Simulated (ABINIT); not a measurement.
LiH (Fm-3m): refractive index against wavelength

The refractive index of LiH (Fm-3m) below the direct gap (3.02 eV on the mesh) is read from one computed spectrum, n = √(Re ε).

It takes space group Fm-3m (No. 225, cubic). Conventional cell: a = 4.074 Å, b = 4.074 Å, c = 4.074 Å, α = 90.00°, β = 90.00°, γ = 90.00°. Around Li on site a lie 6 H at 2.04 Å. Around H on site b lie 6 Li at 2.04 Å.

Method: ABINIT 10.8.3, PBE, independent particles, k-mesh 14×14×14, Lorentzian half width 0.04 eV.

Launch of the response step: `optic optic.abi`. The run took 10 s, its band step included, on 4 threads of Arm Neoverse V2, on a shared host.

| wavelength (nm) | photon energy E (eV) | n |
| --- | --- | --- |
| 2000 | 0.620 | 2.0943 |
| 1550 | 0.800 | 2.1022 |
| 1310 | 0.946 | 2.1105 |
| 1064 | 1.165 | 2.1258 |
| 850 | 1.459 | 2.1533 |
| 700 | 1.771 | 2.1934 |
| 633 | 1.959 | ? |

In the single-oscillator model n² − 1 = E₀E_d/(E₀² − E²), so 1/(n² − 1) = E₀/E_d − E²/(E₀E_d) is linear in E².

Working, on the rows shown:

| x = E² (eV²) | y = 1/(n² − 1) |
| --- | --- |
| 0.384302 | 0.295326 |
| 0.639837 | 0.292462 |
| 0.895757 | 0.289502 |
| 1.35784 | 0.28417 |
| 2.12762 | 0.274974 |
| 3.13716 | 0.262398 |

Means: x̄ = 1.4238, ȳ = 0.28314. Σ(x − x̄)(y − ȳ) = -0.06469, Σ(x − x̄)² = 5.409. Slope = -0.06469 / 5.409 = -0.01196; intercept = ȳ − slope · x̄ = 0.30016. Turned back into n, the line misses the rows shown by at most 0.00083.

Q: What does the fit predict for the withheld row, and how well does it do?

A: At x = 3.8364 the line gives y = 0.25429, that is 2.2209. The run gave 2.2246, so the extrapolation is off by 0.0037, 3 % of the range in the table.

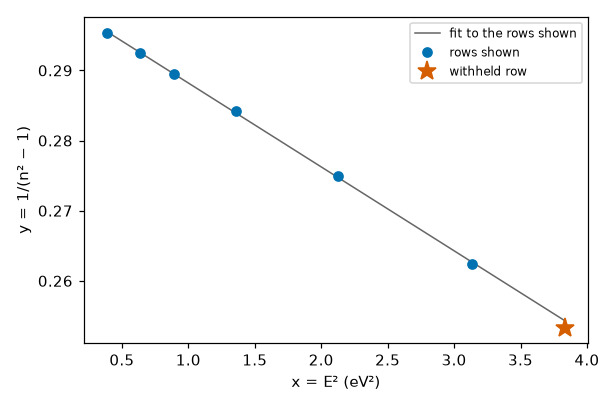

Refitted with all rows, the slope is -0.01217 and the intercept 0.30038. These give E₀ = √(intercept/−slope) = 4.97 eV and E_d = E₀/intercept = 16.5 eV; E₀ is 1.6 times the direct gap. The electronic limit at long wavelengths, without lattice vibrations, is n = √(1 + 1/intercept) = 2.081. The cell comes from an older database entry, whose edges can be off by a per cent or so. Excitons are left out and so are local fields; PBE gaps are as a rule too small. The values come from a sum over the points of one k-mesh and carry its error, which grows as the direct gap shrinks.
